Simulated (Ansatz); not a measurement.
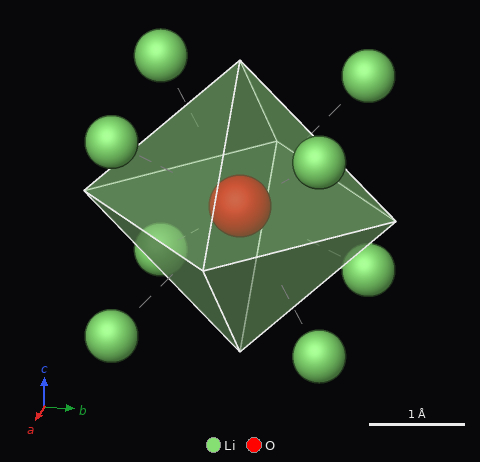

Voronoi cell (the region closer to this atom than to any other), computed from the atomic positions without radii. Central atom: O (4a) in Li2O; faces take the colour of the neighbour behind them. Origin: the end point of a relaxation with Ansatz, DFT, LDA, plane waves, PAW.

Li2O, space group Fm-3m (No. 225), a = 4.494 Å, b = 4.494 Å, c = 4.494 Å, α = 90.00°, β = 90.00°, γ = 90.00°

| site | Wyckoff | x | y | z |
| --- | --- | --- | --- | --- |
| Li | 8c | 0.2500 | 0.7500 | 0.7500 |
| O | 4a | 0.0000 | 0.0000 | 0.0000 |

### Which neighbours share a face with the central atom?

8 Li (100 % of the solid angle).

### How many faces does the cell have, and of which kinds?

8 faces, index ⟨8,0,0,0⟩: an octahedron.

### What is the volume of this Voronoi cell?

6.4 Å³, against a mean of 7.6 Å³ per atom in this structure.
